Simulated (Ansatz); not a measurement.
System: GaN (space group F-43m).

How it was computed, with Ansatz 0.2.0: plane-wave DFT, no spin polarisation; energies at scaled volumes of the given cell, shape and fractions fixed, counted from the fit's minimum, third-order Birch-Murnaghan fit. All runs: no spin polarisation.

- occupations: Fermi–Dirac
- smearing width: 0.05 eV
- potentials: Ansatz PAW
- wave cutoff: 420 eV
- density cutoff: 1680 eV

Settings that differ: BHLYP: k mesh 5×5×5; B3LYP: k mesh 5×5×5; PBE: k mesh 10×10×10.

Describe the result: the pressure against volume, with one curve for each functional. The cases: BHLYP; B3LYP; PBE.

The fitted equilibrium volumes, smallest first, are BHLYP 11.324, B3LYP 11.679, PBE 11.763 Å³/atom. The fitted bulk moduli, smallest first, are PBE 172.1, B3LYP 184.7, BHLYP 212.4 GPa. For BHLYP, the pressure falls from 12.07 GPa at volume 10.76 Å³/atom to −12.57 GPa at 12.13 Å³/atom, and changes sign near 11.33 Å³/atom. For B3LYP, the pressure falls from 18.05 GPa at volume 10.76 Å³/atom to −6.36 GPa at 12.13 Å³/atom, and changes sign near 11.68 Å³/atom.

BHLYP:
| volume (Å³/atom) | pressure (GPa) |
| --- | --- |
| 10.76 | 12.07 |
| 10.99 | 6.81 |
| 11.21 | 2.09 |
| 11.44 | −2.16 |
| 11.67 | −6.00 |
| 11.90 | −9.45 |
| 12.13 | −12.57 |

B3LYP:
| volume (Å³/atom) | pressure (GPa) |
| --- | --- |
| 10.76 | 18.05 |
| 10.99 | 12.85 |
| 11.21 | 8.18 |
| 11.44 | 3.96 |
| 11.67 | 0.15 |
| 11.90 | −3.27 |
| 12.13 | −6.36 |

PBE:
| volume (Å³/atom) | pressure (GPa) |
| --- | --- |
| 10.76 | 18.72 |
| 10.99 | 13.67 |
| 11.21 | 9.12 |
| 11.44 | 5.03 |
| 11.67 | 1.35 |
| 11.90 | −1.96 |
| 12.13 | −4.94 |

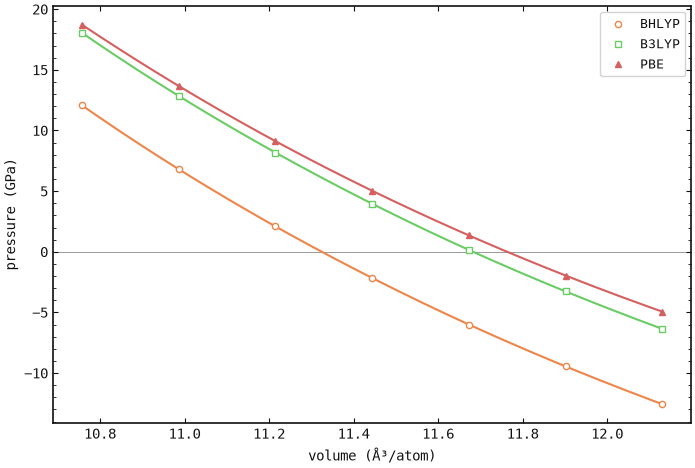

Note: coarse k mesh (BHLYP, B3LYP); the functional was run on potentials made for another functional (BHLYP, B3LYP).
